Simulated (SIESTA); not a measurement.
## A series of single points on C

System: C (Fd-3m, 2 atoms in the cell).
Method: Kohn-Sham DFT of a periodic cell, PBE, PseudoDojo 0.4 standard, converted to PSML, no spin polarisation (SIESTA 5.4.2).

The 7 runs differ only in the geometry, by an even scaling of the cell at fixed fractional positions. The structure derives from an entry of the Crystallography Open Database.

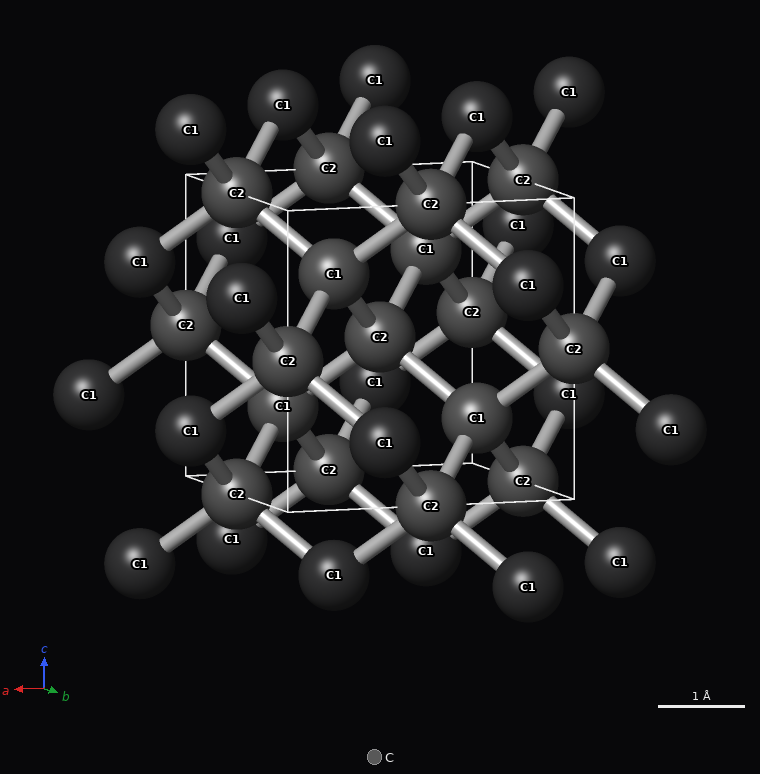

Figure 1. The structure of run 4 (ball-and-stick view of the cell 4 times as large as that of the calculation, set on its symmetry axes, seen at an oblique angle; neighbours outside the cell are drawn fainter; atoms are numbered from 1 in the order of the input).

## Input of run 4
```
SystemName                      Diamond
SystemLabel                     C
NumberOfSpecies                 1
NumberOfAtoms                   2
%block ChemicalSpeciesLabel
  1   6 C
%endblock ChemicalSpeciesLabel
%include structure.fdf

%block kgrid.MonkhorstPack
   13   0   0  0.0
    0  13   0  0.0
    0   0  13  0.0
%endblock kgrid.MonkhorstPack
XC.Functional                   GGA
XC.Authors                      PBE
PAO.BasisSize                   DZP
PAO.EnergyShift                 0.002 Ry
Mesh.Cutoff                     500 Ry
OccupationFunction              FD
ElectronicTemperature           0.05 eV
MaxSCFIterations                120
SCF.MustConverge                false
SCF.Mixer.Method                Pulay
SCF.Mixer.Weight                0.25
SCF.Mixer.History               8
SCF.DM.Tolerance                5.0e-05
SCF.H.Tolerance                 1.0e-03 eV
WriteForces                     true
Charge.Mulliken                 end
```

## File structure.fdf of run 4
```
LatticeConstant                 1.0 Ang
%block LatticeVectors
     0.0000000000     1.7833700000     1.7833700000
     1.7833700000     0.0000000000     1.7833700000
     1.7833700000     1.7833700000     0.0000000000
%endblock LatticeVectors
AtomicCoordinatesFormat         Fractional
%block AtomicCoordinatesAndAtomicSpecies
     0.7500000000     0.7500000000     0.7500000000  1  C
     0.5000000000     0.5000000000     0.5000000000  1  C
%endblock AtomicCoordinatesAndAtomicSpecies
```

Command:
```bash
siesta < C.fdf > C.out 2>&1
```

Run 3 differs from it as follows:
```diff
-     0.0000000000     1.7833700000     1.7833700000
-     1.7833700000     0.0000000000     1.7833700000
-     1.7833700000     1.7833700000     0.0000000000
+     0.0000000000     1.7714007132     1.7714007132
+     1.7714007132     0.0000000000     1.7714007132
+     1.7714007132     1.7714007132     0.0000000000
```

## Results, with one run withheld

| run | volume per atom (Å³) | free energy per atom, from the lowest run given (meV) | pressure (GPa) | gap on the mesh (eV) |
| --- | --- | --- | --- | --- |
| 1 | 5.332 | 57.58 | 41.53 | 4.43 |
| 2 | 5.445 | 32.26 | 30.19 | 4.38 |
| 3 | 5.558 | ? | ? | ? |
| 4 | 5.672 | 4.06 | 10.19 | 4.29 |
| 5 | 5.785 | 0.00 | 1.44 | 4.25 |
| 6 | 5.899 | 1.86 | −6.56 | 4.20 |
| 7 | 6.012 | 9.15 | −13.89 | 4.16 |

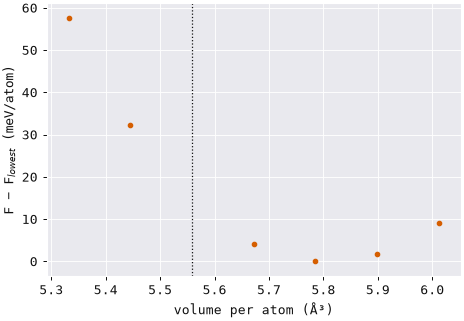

Figure 2. Free energy per atom of the runs given; the dotted line marks run 3.

Fit the runs given and predict run 3.

A cubic polynomial in V^(−2/3) (the Birch–Murnaghan form), fitted to the 6 runs given, misses them by at most 0.01 meV per atom. With x = V^(−2/3) − 0.31404 Å⁻², it reads F = 3.4252 + 1584.2 x + 1.7778e+05 x² − 1.2856e+05 x³ (meV per atom). At run 3 it gives 14.67 meV per atom, and the run itself gives 14.61. The slope of the fit gives a pressure −dF/dV of 19.81 GPa there, and the run prints 19.80 GPa. The fit has its minimum at 5.805 Å³ per atom, where V d²F/dV² gives 422 GPa: the bulk modulus at this level, since symmetry fixes the shape and the positions. The gap on the mesh goes, without turning, from 4.43 eV in run 1 to 4.16 eV in run 7; run 3 has 4.34 eV. These are gaps of this functional on this mesh, which can miss the band edges; they aren't the measured gap.

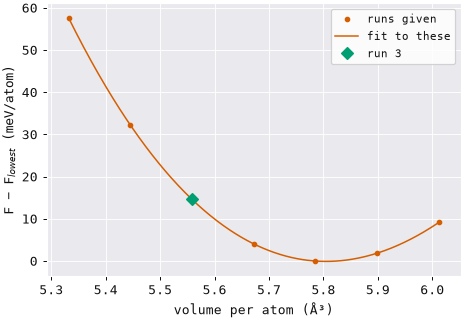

Figure 3. The fit and the withheld run.

## Some lines of the output (run 3)
```
[...]
outcell: Cell volume (Ang**3)        :     11.1168
stepf: Fermi-Dirac step function
siesta: Etot    =      -327.113998
siesta: FreeEng =      -327.113998
        iscf     Eharris(eV)        E_KS(eV)     FreeEng(eV)     dDmax    Ef(eV) dHmax(eV)
siesta: E_KS(eV) =             -327.2080
siesta: E_KS - E_eggbox =      -327.2080
siesta: Etot    =      -327.207953
siesta: FreeEng =      -327.207953
siesta:         Fermi =      -4.010895
siesta: Cell volume =         11.116817 Ang**3
    Orbital volume contribution        =           1.354648 eV
```

Notes: With a small basis of atomic orbitals these values can differ much from converged plane-wave results.
